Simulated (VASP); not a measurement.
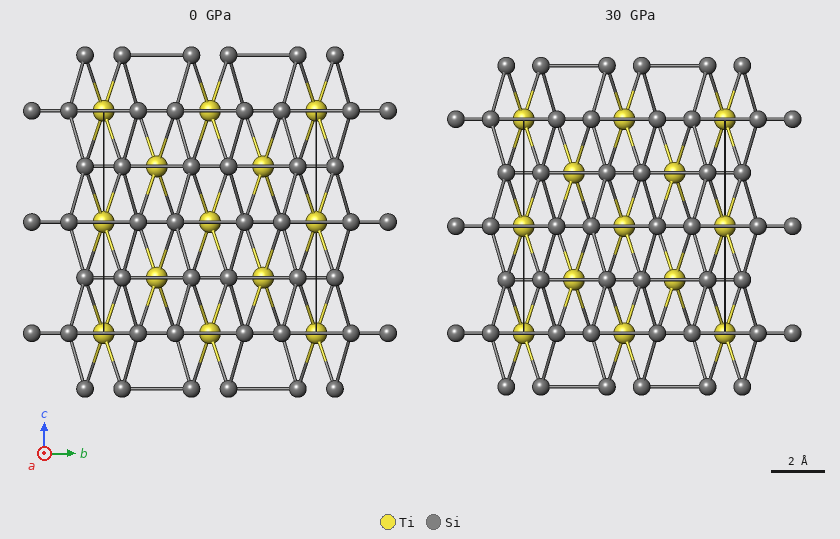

Solid TiSi2 (set up in Fddd), relaxed (cell and atoms) at several target pressures. The picture shows the first and the last member. Style: ball-and-stick. Shown: the conventional cell (4 times the calculation's cell), along the a axis. Lengths and directions refer to the drawn axes.

Computed with VASP 6.6.1: LDA, VASP PAW LDA potentials, recommended. (plane-wave cutoff 600 eV; k-point mesh 5 × 5 × 5; occupations fermi-dirac; smearing width 0.05 eV; no spin polarisation)

```
pressure (GPa)  volume (Å³/atom)  a (Å)  b (Å)  c (Å)
             0            13.506  4.716  8.108  8.477
             2                 ?      ?      ?      ?
             5            13.117  4.668  8.014  8.415
            10            12.766  4.625  7.928  8.355
            20            12.195  4.555  7.790  8.248
            30            11.723  4.495  7.673  8.157
```

Estimate the missing row from the others, and compare with the calculation.

Answer. Murnaghan's form V = V₀(1 + B′P/B₀)^(−1/B′), with V₀ = 13.506 Å³ from the row at zero pressure, fits the other rows with B₀ = 160 GPa and B′ = 3.79 (largest miss 0.004 Å³). At 2 GPa it gives 13.506 × (1 + 3.79 × 2/160)^(−1/3.79) = 13.342 Å³ per atom. The calculation gives 13.341 Å³/atom (a = 4.697 Å, b = 8.068 Å, c = 8.450 Å). The estimate is 0.001 Å³/atom too high. From the first member to the last: Si–Ti 2.735 → 2.579 Å, Ti–Ti 3.161 → 3.017 Å, Si–Ti 2.702 → 2.575 Å.

The whole series:

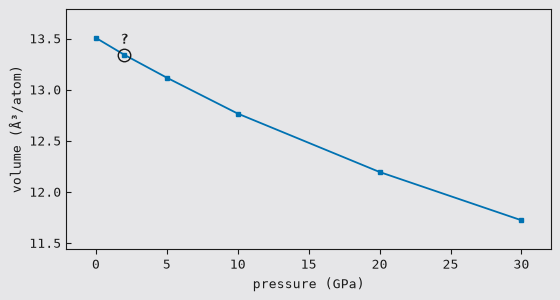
